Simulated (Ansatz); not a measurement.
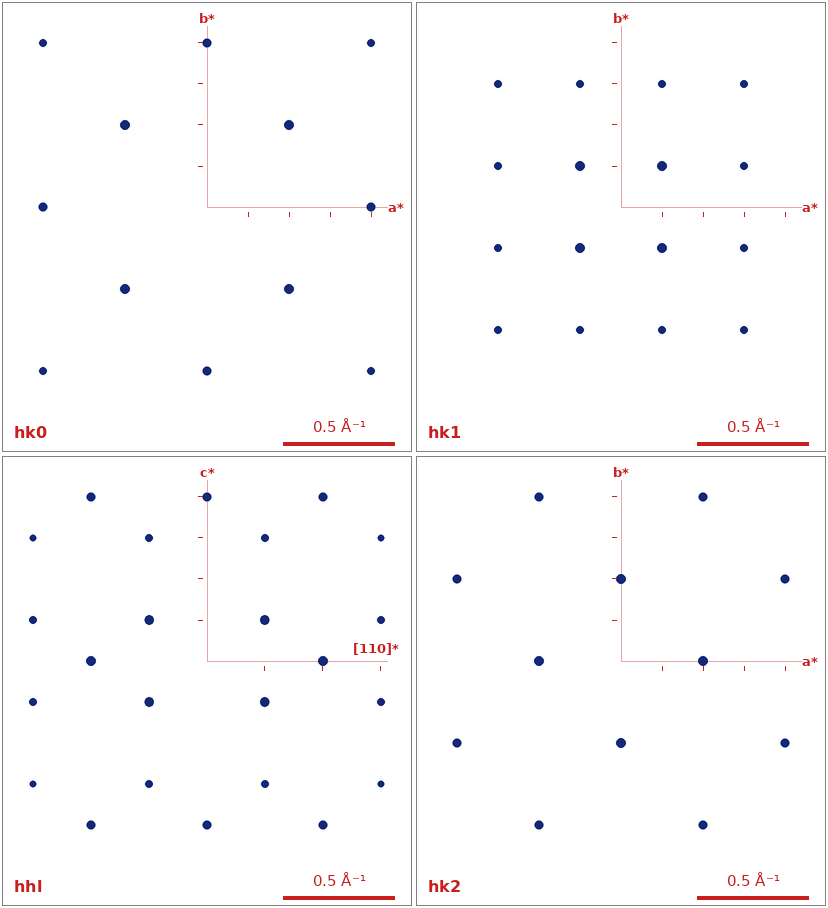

Four undistorted layers of reciprocal space, calculated for a single crystal (X-rays, kinematic |F|², B = 0.5 Å²). Tick marks count the reciprocal lattice steps of the conventional cell along each axis.

**Read the reciprocal cell and give the direct cell.**

a* = 0.186, b* = 0.186, c* = 0.186 Å⁻¹; the cell is cubic with a = 5.39 Å.

**List the systematic absences.**

Reflections are present only under these conditions. hkl: h + k = 2n, h + l = 2n; hk0: h = 2n, h + k = 4n; hhl: h + l = 2n; h00: h = 4n. The lattice is face-centred (F). Further gaps, such as 2 2 2, 4 4 2, come from atoms on special positions, not from the group's general conditions.

**Which space groups fit?**

The intensities have Laue symmetry m-3m (the hk0 layer shows 4mm, hk1 shows 4mm). With these conditions only Fd-3m (No. 227) fits. The compound is Ru. Structure: coordinates from a relaxation with Ansatz 0.2.0, DFT PBEsol, scalar-relativistic, plane waves, PAW; the starting structure was generated, so it need not be a known form of this composition.
